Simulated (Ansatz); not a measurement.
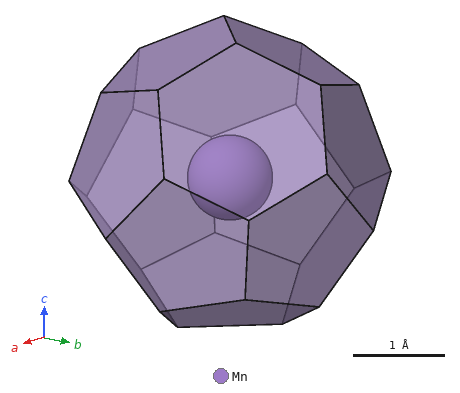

Voronoi cell (the region closer to this atom than to any other), computed from the atomic positions without radii. Central atom: Mn1 (2a) in Mn; faces take the colour of the neighbour behind them. Source: the end point of a relaxation in a fixed cell with DFT r2SCAN, scalar-relativistic, plane waves, PAW in Ansatz 0.2.0.

Mn, space group I-43m (No. 217), a = 9.590 Å, b = 9.590 Å, c = 9.590 Å, α = 90.00°, β = 90.00°, γ = 90.00°

```
site  Wyckoff       x       y       z
 Mn1       2a  0.0000  0.0000  0.0000
 Mn2       8c  0.1752  0.1752  0.1752
 Mn3      24g  0.7111  0.0968  0.0968
 Mn4      24g  0.9580  0.3583  0.3583
```

**What is the volume of this Voronoi cell?**

17.7 Å³, against a mean of 15.2 Å³ per atom in this structure.

**Tabulate the neighbours by distance and solid angle.**

| neighbour | faces | distance (Å) | solid angle (% of sphere) |
| --- | --- | --- | --- |
| Mn | 4 | 2.91 | 32.6 |
| Mn | 12 | 3.07 | 67.4 |
